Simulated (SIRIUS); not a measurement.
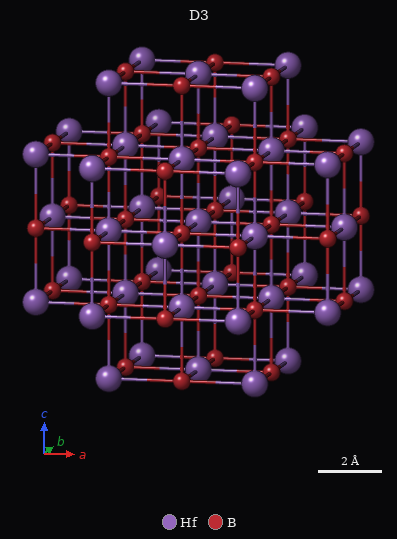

Solid HfB (set up in Fm-3m), relaxed (cell and atoms) with several dispersion corrections. The picture shows the result with D3. Style: ball-and-stick. Shown: the conventional cell (4 times the calculation's cell), slightly off an axis. Lengths and directions refer to the drawn axes.

Computed with SIRIUS 7.12.0: revPBE, dojo-sr-pbe-0.4.1-standard. Set-up: plane-wave cutoff 1054 eV; k-point mesh 7 × 7 × 7; occupations fermi-dirac; smearing width 0.05 eV; optimiser BFGS; no spin polarisation.

```tsv
dispersion correction	volume (Å³/atom)	a (Å)
D3	13.814	4.799
none	14.323	4.857
D4	13.776	4.794
D3(BJ)	?	?
```

Q: Fill in the missing row.

A: With D3(BJ) the volume is the smallest of the series, below D4 (13.776). The calculation gives 13.691 Å³/atom (a = 4.785 Å). In order of volume: D3(BJ) < D4 < D3 < none; the spread is 4.6 %.

Each member starts from this one structure; whether another phase lies lower wasn't checked.
